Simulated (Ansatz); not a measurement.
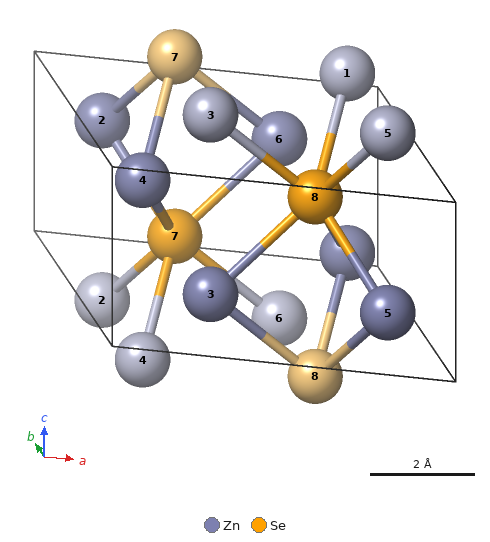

Fig. 1: The starting structure (ball-and-stick view of the cell of the calculation, seen slightly off an axis; neighbours outside the cell are drawn fainter; atoms are numbered from 1 in the order of the input). An atom can appear more than once, as a periodic image.

## Run report: Zn3Se, geometry relaxation (part 1 of 2)

The run: geometry relaxation of Zn3Se (8 atoms in the cell). Method and program: DFT PBE, scalar-relativistic, plane waves, PAW, no spin polarisation (Ansatz 0.2.0).

The structure was made by a generator, so it may or may not be a known phase. Figures and captions count atoms from 1; the log counts them from 0 in places.

The input
```yaml
crystal:
  lattice:
    - [6.9445378393, 0.0, 0.0]
    - [-3.4722689196, 6.0141461863, 0.0]
    - [0.0, 0.0, 3.6678490334]
  atoms:
    - { symbol: Zn, position: [0.838724622, 0.6774492441, 0.25] }
    - { symbol: Zn, position: [0.161275378, 0.838724622, 0.75] }
    - { symbol: Zn, position: [0.3225507559, 0.161275378, 0.25] }
    - { symbol: Zn, position: [0.161275378, 0.3225507559, 0.75] }
    - { symbol: Zn, position: [0.838724622, 0.161275378, 0.25] }
    - { symbol: Zn, position: [0.6774492441, 0.838724622, 0.75] }
    - { symbol: Se, position: [0.3333333333, 0.6666666667, 0.25] }
    - { symbol: Se, position: [0.6666666667, 0.3333333333, 0.75] }
basis:
  ecutwfc: 420
kpoints:
  mp_grid: { grid: [6, 6, 10] }
hamiltonian:
  xc: pbe
scf:
  occupations: { method: gaussian, width: 0.1 }
output:
  forces: true
  stress: true
  eigenvalues: true
  write_density: true
  write_potential: true
  elf: true
  volumetric_format: npy
relax:
  adjacent_minimum: "off"
  f_tol: 0.01
  max_steps: 80
  cell: { stress_tol: 0.05 }
```

Launched with:
```bash
ansatz run input.yaml --threads 1 --pin off --max-ram 2560MiB --backend cpu --events-out ev --progress --plain --runs-dir out
```

What the program printed
```
Engine: ansatz 0.2.0, aarch64-unknown-linux-gnu
Pseudopotentials: kind: paw
Pseudopotential: Zn, paw, valence charge 12, recommended cutoff 420 eV (normal), Zn.paw.azcp
Pseudopotential: Se, paw, valence charge 16, recommended cutoff 420 eV (normal), Se.paw.azcp
Functional definition: PBE
  parameter kappa = 0.804
  parameter beta = 0.06672455060314922
  exchange = pbe_x(kappa = kappa, mu = beta*pi^2/3)
  correlation = pbe_c(beta = beta)
Crystal: 8 atoms, lattice volume = 153.189 Å³
Basis set: ecut = 420 eV, 2983 PW (Γ), exchange–correlation on 96×96×50 points (8 copies of the dense FFT grid, shifted against one another)
Bands: 63, of which v1, the nominal top of the filled ones, is band 52 counted from 1 (51 counted from 0)
Symmetry: 24 space group operations
Space group: P63/mmc (ITA 194), of the structure as read, at distance tolerance 5.4e-5 Å
k-points: 42 of 360
Non-local potential: Zn, projectors of the file, l = 0: 2, l = 1: 2, l = 2: 3, l = 3: 1
Non-local potential: Se, projectors of the file, l = 0: 2, l = 1: 2, l = 2: 3, l = 3: 1
PAW form: soft (Blöchl's): semilocal exchange-correlation on the pseudo side does not see the compensation charge
PAW one-centre angular grid: Zn, 590 points (default); XC on 64 Gauss nodes
PAW one-centre angular grid: Se, 590 points (default); XC on 64 Gauss nodes
Initial density: superposition of atomic densities (neutral atoms: chi_scale 0, normalization atom), corrected by the library's trained network
Initial wavefunctions: pseudopotential atomic-orbital guess
Functional: x = pbe(κ = 0.804, μ = 0.2195149727645171), c = pbe(β = 0.06672455060314922)
SCF iter   1: F=—  HF=-30852.025412 eV  |F-HF|=—  |Δ(HF+E_count)|=         —  Δρ=3.21e-3  dr2=2.54e-2  ethr=1.77e-3  ⟨swp⟩=7.7  Hψ=11560  notcnv=0  defer=23
preconditioner: auto → Kerker (q_TF=auto, 2.558 Å⁻¹)  [metal: Δε(μ)=0.053 eV  Ē_g=10.093 eV  σ=0.100 eV  W_gap=0.29  n_scr=44 (ndim 8)  ℏωp=27.5 eV  f_vac=0.000  D(μ)=2.04/eV (n_scr^D=6)]
SCF iter   2: F=—  HF=-30852.021306 eV  |F-HF|=—  |Δ(HF+E_count)|=   4.11e-3  Δρ=1.63e-3  dr2=6.47e-3  ethr=2.45e-5  ⟨swp⟩=1.5  Hψ=3204  notcnv=0  defer=34
SCF iter   3: F=—  HF=-30852.020328 eV  |F-HF|=—  |Δ(HF+E_count)|=   9.78e-4  Δρ=7.66e-4  dr2=1.09e-3  ethr=6.22e-6  ⟨swp⟩=2.0  Hψ=4666  notcnv=0  defer=34
SCF iter   4: F=—  HF=-30852.020000 eV  |F-HF|=—  |Δ(HF+E_count)|=   3.28e-4  Δρ=3.07e-4  dr2=1.85e-4  ethr=1.04e-6  ⟨swp⟩=2.0  Hψ=4662  notcnv=0  defer=34
SCF iter   5: F=—  HF=-30852.019984 eV  |F-HF|=—  |Δ(HF+E_count)|=   1.53e-5  Δρ=1.74e-4  dr2=4.30e-5  ethr=1.78e-7  ⟨swp⟩=2.1  Hψ=4652  notcnv=0  defer=34
SCF iter   6: F=—  HF=-30852.019978 eV  |F-HF|=—  |Δ(HF+E_count)|=   6.29e-6  Δρ=6.18e-5  dr2=9.00e-6  ethr=4.13e-8  ⟨swp⟩=2.0  Hψ=4152  notcnv=0  defer=34
SCF iter   7: F=—  HF=-30852.019978 eV  |F-HF|=—  |Δ(HF+E_count)|=   4.72e-7  Δρ=2.64e-5  dr2=7.76e-7  ethr=8.66e-9  ⟨swp⟩=2.0  Hψ=4666  notcnv=0  defer=34
SCF iter   8: F=-30852.019978 eV  HF=-30852.019978 eV  |F-HF|=1.89e-10  |Δ(HF+E_count)|=   5.45e-8  Δρ=4.56e-6  dr2=4.88e-8  ethr=9.62e-11  ⟨swp⟩=12.3  Hψ=21570  notcnv=0
SCF 1 converged in 8 iterations: F = -30852.019978 eV  dr2 = 4.88e-8
  greatest PAW one-centre occupation: 1.000 electrons in one spin orbital (limit 2), on the Se atom at site 7 (counted from 0), in its partial waves of l = 2
relax step   1: F+E_penalty+E_count = -30852.01997757 eV  Δ(F+E_penalty+E_count) = +0.000e0 eV  max|allowed force component| = 1.915e-2 eV/Å  Δτ_max = 0.0000 Å  P = +0.004 GPa  Ω = 153.189 Å³  (8 SCF iters, dr2 threshold 1.00e-7 eV, accepted)
Crystal: 8 atoms, lattice volume = 154.232 Å³
Basis set: ecut = 420 eV, 3031 PW (Γ), exchange–correlation on 96×96×50 points (8 copies of the dense FFT grid, shifted against one another)
Initial density: handed on by an earlier stage of this run
Initial wavefunctions: those handed on with the density
iter 1 solved again at ethr=2.72e-6 eV; its pass at ethr=3.10e-3 eV (dr2=2.83e-3 eV) is discarded
SCF iter   1: F=—  HF=-30852.032219 eV  |F-HF|=—  |Δ(HF+E_count)|=         —  Δρ=1.00e-3  dr2=3.20e-3  ethr=2.72e-6  ⟨swp⟩=2.1  Hψ=14239  notcnv=0
preconditioner: auto → Kerker (q_TF=auto, 2.555 Å⁻¹)  [metal: Δε(μ)=0.034 eV  Ē_g=10.087 eV  σ=0.100 eV  W_gap=0.19  n_scr=44 (ndim 8)  ℏωp=27.4 eV  f_vac=0.000  D(μ)=1.88/eV (n_scr^D=6)]
SCF iter   2: F=—  HF=-30852.031855 eV  |F-HF|=—  |Δ(HF+E_count)|=   3.64e-4  Δρ=5.78e-4  dr2=1.31e-3  ethr=2.72e-6  ⟨swp⟩=1.4  Hψ=2668  notcnv=0
SCF iter   3: F=—  HF=-30852.031695 eV  |F-HF|=—  |Δ(HF+E_count)|=   1.60e-4  Δρ=2.24e-4  dr2=1.32e-4  ethr=1.26e-6  ⟨swp⟩=3.0  Hψ=4833  notcnv=0
SCF iter   4: F=—  HF=-30852.031670 eV  |F-HF|=—  |Δ(HF+E_count)|=   2.57e-5  Δρ=1.53e-4  dr2=3.79e-5  ethr=1.27e-7  ⟨swp⟩=2.0  Hψ=4355  notcnv=0
SCF iter   5: F=—  HF=-30852.031662 eV  |F-HF|=—  |Δ(HF+E_count)|=   7.81e-6  Δρ=5.94e-5  dr2=9.01e-6  ethr=3.64e-8  ⟨swp⟩=2.0  Hψ=4065  notcnv=0
SCF iter   6: F=—  HF=-30852.031659 eV  |F-HF|=—  |Δ(HF+E_count)|=   2.48e-6  Δρ=2.51e-5  dr2=1.46e-6  ethr=8.66e-9  ⟨swp⟩=2.0  Hψ=4814  notcnv=0
SCF iter   7: F=-30852.031659 eV  HF=-30852.031659 eV  |F-HF|=9.91e-8  |Δ(HF+E_count)|=   2.84e-8  Δρ=8.55e-6  dr2=1.53e-7  ethr=7.69e-10  ⟨swp⟩=11.0  Hψ=23811  notcnv=0
SCF 2 converged in 7 iterations: F = -30852.031659 eV  dr2 = 1.53e-7
  Residual-converged pass: ⟨swp⟩=1.0  Hψ=2815  notcnv=0  max |occ|·‖R‖ = 7.1e-9 eV (tolerance 1.0e-8 eV)  dr2=1.53e-7  dr2_onsite=6.54e-8  max |Δocc| = 1.9e-10
relax step   2: F+E_penalty+E_count = -30852.03165920 eV  Δ(F+E_penalty+E_count) = -1.168e-2 eV  max|allowed force component| = 4.877e-2 eV/Å  Δτ_max = 0.0046 Å  P = -0.111 GPa  Ω = 154.232 Å³  energy of the carried Pulay correction = -4.274e-4 eV  (7 SCF iters, dr2 threshold 8.00e-7 eV, accepted)
Crystal: 8 atoms, lattice volume = 153.099 Å³
Basis set: ecut = 420 eV, 2993 PW (Γ), exchange–correlation on 96×96×50 points (8 copies of the dense FFT grid, shifted against one another)
iter 1 solved again at ethr=3.09e-6 eV; its pass at ethr=3.10e-3 eV (dr2=3.22e-3 eV) is discarded
SCF iter   1: F=—  HF=-30852.030393 eV  |F-HF|=—  |Δ(HF+E_count)|=         —  Δρ=1.96e-3  dr2=2.99e-3  ethr=3.09e-6  ⟨swp⟩=2.0  Hψ=14091  notcnv=0
preconditioner: auto → Kerker (q_TF=auto, 2.558 Å⁻¹)  [metal: Δε(μ)=0.081 eV  Ē_g=10.138 eV  σ=0.100 eV  W_gap=0.39  n_scr=44 (ndim 8)  ℏωp=27.5 eV  f_vac=0.000  D(μ)=1.83/eV (n_scr^D=6)]
SCF iter   2: F=—  HF=-30852.029493 eV  |F-HF|=—  |Δ(HF+E_count)|=   9.00e-4  Δρ=1.02e-3  dr2=8.06e-4  ethr=2.87e-6  ⟨swp⟩=2.0  Hψ=4320  notcnv=0
SCF iter   3: F=—  HF=-30852.029314 eV  |F-HF|=—  |Δ(HF+E_count)|=   1.80e-4  Δρ=2.99e-4  dr2=1.35e-4  ethr=7.75e-7  ⟨swp⟩=2.0  Hψ=4251  notcnv=0
SCF iter   4: F=—  HF=-30852.029265 eV  |F-HF|=—  |Δ(HF+E_count)|=   4.87e-5  Δρ=1.38e-4  dr2=3.10e-5  ethr=1.30e-7  ⟨swp⟩=2.0  Hψ=4314  notcnv=0
SCF iter   5: F=—  HF=-30852.029265 eV  |F-HF|=—  |Δ(HF+E_count)|=   6.30e-8  Δρ=3.64e-5  dr2=3.62e-6  ethr=2.98e-8  ⟨swp⟩=2.0  Hψ=4199  notcnv=0
SCF iter   6: F=—  HF=-30852.029265 eV  |F-HF|=—  |Δ(HF+E_count)|=   2.60e-7  Δρ=1.04e-5  dr2=1.89e-7  ethr=3.48e-9  ⟨swp⟩=2.0  Hψ=4418  notcnv=0
SCF iter   7: F=-30852.029265 eV  HF=-30852.029265 eV  |F-HF|=2.48e-9  |Δ(HF+E_count)|=   2.67e-8  Δρ=3.58e-6  dr2=2.38e-8  ethr=1.57e-10  ⟨swp⟩=9.9  Hψ=20002  notcnv=0
SCF 3 converged in 7 iterations: F = -30852.029265 eV  dr2 = 2.38e-8
relax step   3: F+E_penalty+E_count = -30852.02926531 eV  Δ(F+E_penalty+E_count) = +2.394e-3 eV  max|allowed force component| = 5.500e-2 eV/Å  Δτ_max = 0.0259 Å  P = +0.601 GPa  Ω = 153.099 Å³  energy of the carried Pulay correction = +3.726e-5 eV  (7 SCF iters, dr2 threshold 1.64e-7 eV, rejected (line search))
Crystal: 8 atoms, lattice volume = 154.407 Å³
Basis set: ecut = 420 eV, 3019 PW (Γ), exchange–correlation on 96×96×50 points (8 copies of the dense FFT grid, shifted against one another)
iter 1 solved again at ethr=1.28e-6 eV; its pass at ethr=3.10e-3 eV (dr2=1.33e-3 eV) is discarded
SCF iter   1: F=—  HF=-30852.034542 eV  |F-HF|=—  |Δ(HF+E_count)|=         —  Δρ=1.02e-3  dr2=1.23e-3  ethr=1.28e-6  ⟨swp⟩=2.1  Hψ=13883  notcnv=0
preconditioner: auto → Kerker (q_TF=auto, 2.554 Å⁻¹)  [metal: Δε(μ)=0.063 eV  Ē_g=10.083 eV  σ=0.100 eV  W_gap=0.32  n_scr=44 (ndim 8)  ℏωp=27.4 eV  f_vac=0.000  D(μ)=1.88/eV (n_scr^D=6)]
SCF iter   2: F=—  HF=-30852.034248 eV  |F-HF|=—  |Δ(HF+E_count)|=   2.95e-4  Δρ=5.61e-4  dr2=4.57e-4  ethr=1.18e-6  ⟨swp⟩=1.0  Hψ=2646  notcnv=0
SCF iter   3: F=—  HF=-30852.034149 eV  |F-HF|=—  |Δ(HF+E_count)|=   9.86e-5  Δρ=1.21e-4  dr2=5.96e-5  ethr=4.39e-7  ⟨swp⟩=2.0  Hψ=4232  notcnv=0
SCF iter   4: F=—  HF=-30852.034146 eV  |F-HF|=—  |Δ(HF+E_count)|=   3.19e-6  Δρ=8.56e-5  dr2=1.53e-5  ethr=5.73e-8  ⟨swp⟩=2.0  Hψ=4820  notcnv=0
SCF iter   5: F=—  HF=-30852.034143 eV  |F-HF|=—  |Δ(HF+E_count)|=   2.84e-6  Δρ=5.30e-5  dr2=3.18e-6  ethr=1.47e-8  ⟨swp⟩=2.0  Hψ=4838  notcnv=0
SCF iter   6: F=—  HF=-30852.034140 eV  |F-HF|=—  |Δ(HF+E_count)|=   3.11e-6  Δρ=1.91e-5  dr2=6.21e-7  ethr=3.06e-9  ⟨swp⟩=2.0  Hψ=4428  notcnv=0
SCF iter   7: F=—  HF=-30852.034140 eV  |F-HF|=—  |Δ(HF+E_count)|=   5.38e-8  Δρ=8.33e-6  dr2=1.85e-7  ethr=5.97e-10  ⟨swp⟩=2.0  Hψ=4827  notcnv=0
SCF iter   8: F=—  HF=-30852.034140 eV  |F-HF|=—  |Δ(HF+E_count)|=   5.44e-9  Δρ=2.68e-6  dr2=1.47e-8  ethr=1.78e-10  ⟨swp⟩=2.0  Hψ=4418  notcnv=0
SCF iter   9: F=—  HF=-30852.034140 eV  |F-HF|=—  |Δ(HF+E_count)|=   1.44e-9  Δρ=6.07e-7  dr2=1.07e-9  ethr=1.41e-11  ⟨swp⟩=2.0  Hψ=4836  notcnv=0
SCF iter  10: F=-30852.034140 eV  HF=-30852.034140 eV  |F-HF|=3.64e-11  |Δ(HF+E_count)|=  1.53e-10  Δρ=1.61e-7  dr2=7.33e-11  ethr=1.00e-12  ⟨swp⟩=5.0  Hψ=16364  notcnv=0
SCF 4 converged in 10 iterations: F = -30852.034140 eV  dr2 = 7.33e-11
relax step   4: F+E_penalty+E_count = -30852.03413998 eV  Δ(F+E_penalty+E_count) = -2.481e-3 eV  max|allowed force component| = 1.748e-3 eV/Å  Δτ_max = 0.0131 Å  P = -0.021 GPa  Ω = 154.407 Å³  energy of the carried Pulay correction = -4.987e-4 eV  (10 SCF iters, accepted)
Initial wavefunctions: pseudopotential atomic-orbital guess (no wavefunctions were taken with the density)
iter 1 solved again at ethr=1.99e-7 eV; its pass at ethr=3.10e-3 eV (dr2=2.07e-4 eV) is discarded
SCF iter   1: F=—  HF=-30852.031492 eV  |F-HF|=—  |Δ(HF+E_count)|=         —  Δρ=4.67e-4  dr2=7.45e-6  ethr=1.99e-7  ⟨swp⟩=2.8  Hψ=17583  notcnv=0
preconditioner: auto → Kerker (q_TF=auto, 2.554 Å⁻¹)  [metal: Δε(μ)=0.062 eV  Ē_g=10.088 eV  σ=0.100 eV  W_gap=0.31  n_scr=44 (ndim 8)  ℏωp=27.4 eV  f_vac=0.000  D(μ)=1.89/eV (n_scr^D=6)]
SCF iter   2: F=—  HF=-30852.033846 eV  |F-HF|=—  |Δ(HF+E_count)|=   2.35e-3  Δρ=2.37e-4  dr2=2.00e-6  ethr=7.17e-9  ⟨swp⟩=2.0  Hψ=4128  notcnv=0
SCF iter   3: F=—  HF=-30852.034660 eV  |F-HF|=—  |Δ(HF+E_count)|=   8.14e-4  Δρ=1.56e-5  dr2=1.03e-7  ethr=1.93e-9  ⟨swp⟩=2.1  Hψ=4227  notcnv=0
SCF iter   4: F=—  HF=-30852.034662 eV  |F-HF|=—  |Δ(HF+E_count)|=   1.47e-6  Δρ=2.85e-6  dr2=6.52e-9  ethr=9.90e-11  ⟨swp⟩=2.1  Hψ=4591  notcnv=0
SCF iter   5: F=—  HF=-30852.034662 eV  |F-HF|=—  |Δ(HF+E_count)|=   2.81e-8  Δρ=8.30e-7  dr2=1.05e-9  ethr=6.27e-12  ⟨swp⟩=2.2  Hψ=4710  notcnv=0
SCF iter   6: F=—  HF=-30852.034662 eV  |F-HF|=—  |Δ(HF+E_count)|=   1.10e-9  Δρ=5.57e-7  dr2=4.45e-10  ethr=1.01e-12  ⟨swp⟩=2.0  Hψ=4198  notcnv=0
SCF iter   7: F=-30852.034662 eV  HF=-30852.034662 eV  |F-HF|=1.06e-10  |Δ(HF+E_count)|=  8.84e-10  Δρ=1.91e-7  dr2=7.70e-11  ethr=1.00e-12  ⟨swp⟩=5.7  Hψ=14463  notcnv=0
SCF 5 converged in 7 iterations: F = -30852.034662 eV  dr2 = 7.70e-11
relax step   5: F+E_penalty+E_count = -30852.03466171 eV  Δ(F+E_penalty+E_count) = -5.217e-4 eV  max|allowed force component| = 1.765e-3 eV/Å  Δτ_max = 0.0000 Å  P = -0.020 GPa  Ω = 154.407 Å³  stress off target by 2.74e-2 GPa  SCF on the basis re-selected at this cell (its energy is not comparable with the rows above)  (7 SCF iters)
```

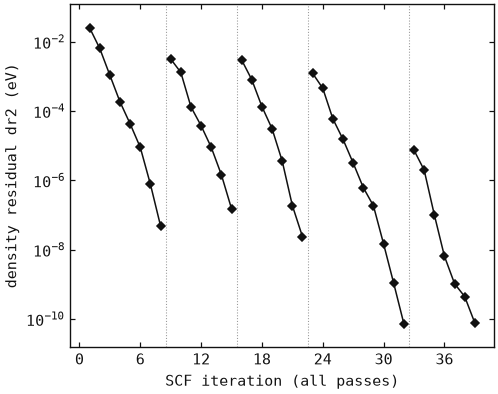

Fig. 2: Convergence of the self-consistent field: density residual dr2 against the SCF iteration. The dotted lines part the SCF passes of the relaxation: geometry steps, rejected trials and re-solves on a re-selected basis. The 5 passes take 7 to 10 iterations each, 39 in all.

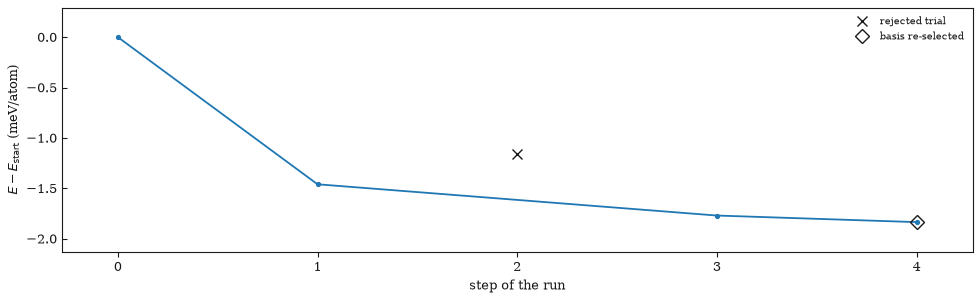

Fig. 3: Progress of the relaxation, step by step (the first geometry is step 0 here and step 1 in the log).

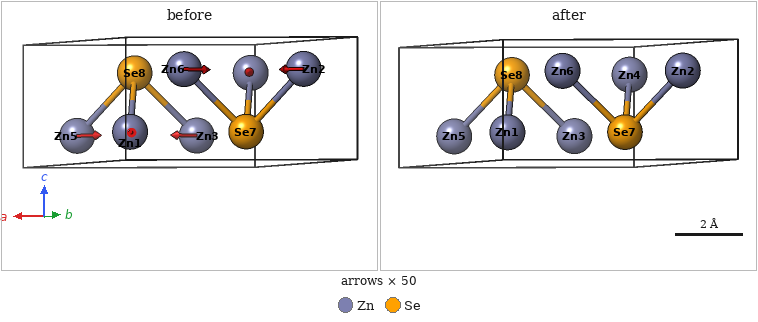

Fig. 4: Before (left) and after (right) the relaxation, at one scale (ball-and-stick view of the cell of the calculation, seen at an oblique angle). The red arrows give the displacements (without the part carried along by the change of the cell), magnified 50 times. The largest moves relative to the cell, 0.018 Å, are those of Zn1, Zn2, Zn3, Zn4, Zn5 and Zn6. Se stays in place. The drawn cell changes as follows: a = b 6.945 → 7.040 Å (+1.4 %), c 3.668 → 3.597 Å (−1.9 %); the volume changes by +0.8 %. Among the contacts that change: Zn1–Se8 2.765 → 2.750 Å. The space group stays P6_3/mmc (No. 194). After 3 geometry steps the energy has fallen by 1.8 meV per atom. Largest force component: 0.019 eV/Å at the start, 0.0018 eV/Å at the end. The pressure goes from 0.00 to −0.02 GPa. The line search rejected the trial step at point 2 (counted from 0) and went back. A last SCF at the same geometry on a re-selected plane-wave basis shifts the energy by −0.1 meV per atom. (Atoms are counted from 1 in the order of the input.)
